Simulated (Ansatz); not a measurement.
System: W.

```
CELL_PARAMETERS angstrom
1.56212 -1.48383 -1.52367
1.60702 1.47618 1.57621
-1.55447 -1.61422 1.66171
ATOMIC_POSITIONS crystal
W 0.00000 0.00000 0.00000
```

Space group P-1; computed pressure about 3 GPa in this cell.

All numbers below come from Ansatz, DFT r2SCAN, scalar-relativistic, plane waves, PAW.

What can the converged valence pseudo-density and electron localisation function tell about the bonding?

Answer. W–W (2.69 Å): ρ is about 0.45 e/Å³ halfway; the ELF is about 0.40 at the midpoint.
W–W (2.86 Å): ρ at the midpoint is about 0.34 e/Å³; the ELF is about 0.35 at the midpoint.

Does the calculation give a band gap?

Answer. It is gapless in this calculation (a metal or semimetal).

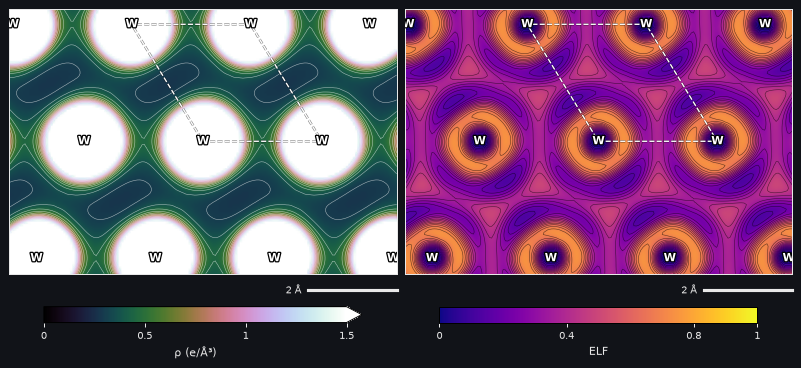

Computed valence pseudo-density and electron localisation function on the (101̄) plane of the conventional cell, in this order. 
